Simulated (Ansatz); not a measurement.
# Al₃H: what the fields show

Input file:

```
crystal:
  lattice:
    - [3.87630506, 0.0, 0.0]
    - [0.0, 3.87630506, 0.0]
    - [0.0, 0.0, 3.87630506]
  atoms:
    - { symbol: Al, position: [0.0, 0.5, 0.5] }
    - { symbol: Al, position: [0.5, 0.0, 0.5] }
    - { symbol: Al, position: [0.5, 0.5, 0.0] }
    - { symbol: H, position: [0.0, 0.0, 0.0] }
basis:
  ecutwfc: 420
kpoints:
  mp_grid: { grid: [12, 12, 12] }
hamiltonian:
  xc: pbe
scf:
  occupations: { method: gaussian, width: 0.1 }
output:
  forces: true
  stress: true
  eigenvalues: true
  write_density: true
  write_potential: true
  elf: true
  volumetric_format: npy
relax:
  adjacent_minimum: "off"
  f_tol: 0.01
  max_steps: 80
  cell: { stress_tol: 0.05 }
```

Run with:

```sh
ansatz run input.yaml --threads 1 --pin off --max-ram 2560MiB --backend cpu --events-out ev --progress --plain --runs-dir out
```

Below, planes, directions and counts refer to the conventional cell (a = 3.90 Å, b = 3.90 Å, c = 3.90 Å, α = 90.00°, β = 90.00°, γ = 90.00°).

The fields are those of the run's last geometry, not of the input's.

Space group Pm-3m; a structure generated by program, which may or may not match a known phase.

Method: DFT PBE, scalar-relativistic, plane waves, PAW in Ansatz 0.2.0.

In a PAW calculation such maps are meaningful between the atoms, not at the nuclei.

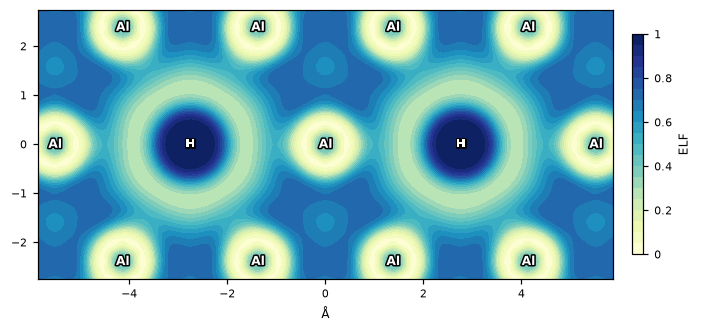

Figure 1. Electron localisation function on the (111) plane of the conventional cell.

Q: Read the bonding off the picture.

A:
- The section cuts through Al and H sites.
- Al–Al (2.76 Å): the ELF peaks at about 0.75 between the atoms.
- Al–H (2.76 Å): the ELF climbs to about 1 towards the hydrogen.

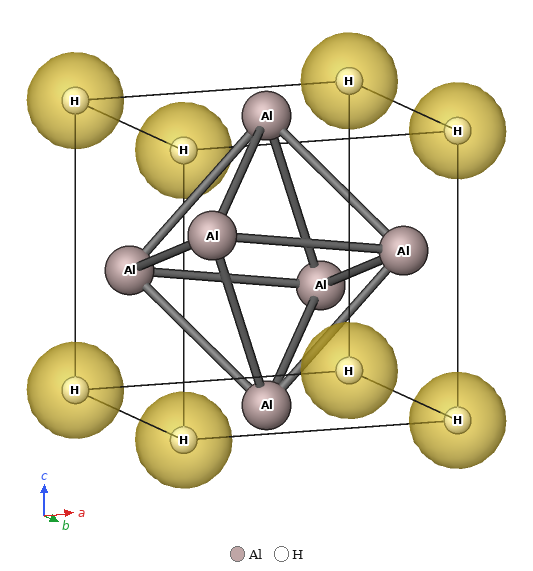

Figure 2. Isosurface of the electron localisation function at 0.8 (yellow), seen at an oblique angle. Core shells and regions of very low density are left out. Sticks mark near contacts.

Q: What do the ELF domains correspond to?

A: At this value the surface marks out one region around a hydrogen nucleus, counted in one cell of 4 atoms. Any copies at cell faces, edges or corners count once.

Q: Does the calculation make it a metal, or give it a gap?

A: It is metallic or semimetallic at this level of theory: no gap opens.
